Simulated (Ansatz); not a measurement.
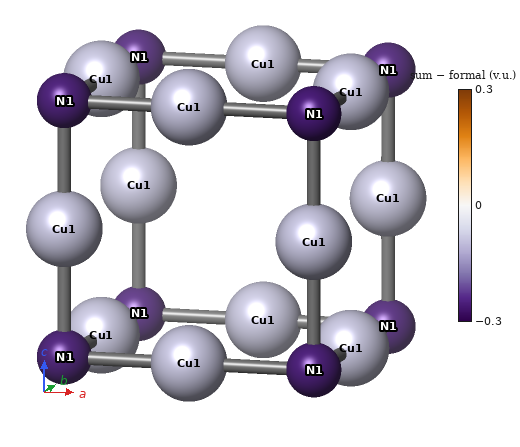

Atoms of Cu3N in space group Pm-3m coloured by their computed bond-valence sum less the size of their formal valence (view slightly off an axis).

Bond valence s = exp((R0 − d)/b), R0 fitted to published crystal structures with b = 0.37 Å, summed over all anions within 5 Å; R0 in Å: Cu+–N 1.620.

Source of the atomic positions: coordinates from a relaxation with Ansatz 0.2.0, DFT, HSE06, plane waves, PAW.

```xyz
4
Lattice="3.8232 0.0000 0.0000 0.0000 3.8232 0.0000 0.0000 0.0000 3.8232" Properties=species:S:1:pos:R:3 pbc="T T T"
Cu    1.9116    0.0000    0.0000
Cu    0.0000    1.9116    0.0000
Cu    0.0000    0.0000    1.9116
N     0.0000    0.0000    0.0000
```

Site labels: Cu1 at 0.500, 0.000, 0.000; N1 at 0.000, 0.000, 0.000.

Q: Which site departs most from its formal valence?

A: N1, whose sum is 2.75 against 3: by this sum it is underbonded.

Q: Give the sums of all sites.

A:
```
site              x, y, z  formal valence  bond-valence sum  difference
 Cu1  0.500, 0.000, 0.000              +1              0.92       -0.08
  N1  0.000, 0.000, 0.000              −3              2.75       -0.25
```

Q: Is the structure strained by this measure?

A: The global instability index (root mean square of the differences over all atoms) is 0.15 v.u.: moderate strain, common in real structures.
